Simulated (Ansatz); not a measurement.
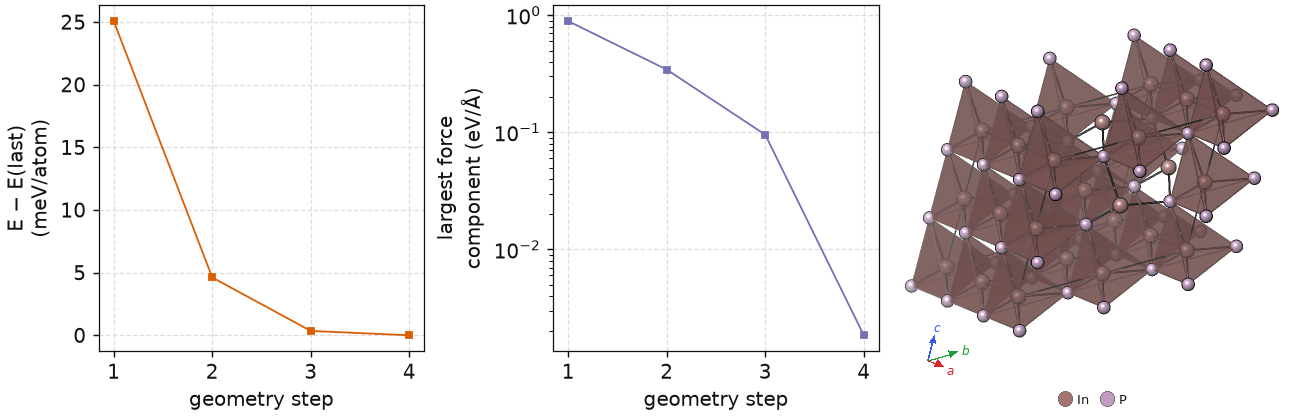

Beside the plot: the structure at the start.

History of a geometry optimisation. Only the atoms move.

The run: In$_{9}$P$_{7}$ (defect cell, 16 atoms in the cell), by DFT PBE, scalar-relativistic, plane waves, PAW (Ansatz 0.2.0); cutoff 420 eV, 3×3×3 k-mesh, Gaussian smearing of 0.02 eV.

Question: How did the optimisation end?

Answer: The optimisation met its thresholds at geometry 4, counting the start as the first. The energy fell by about 25 meV/atom from the first step to the last. The largest force component goes from about 0.89 eV/Å at the start to 1.8 × 10⁻³ eV/Å at the end.
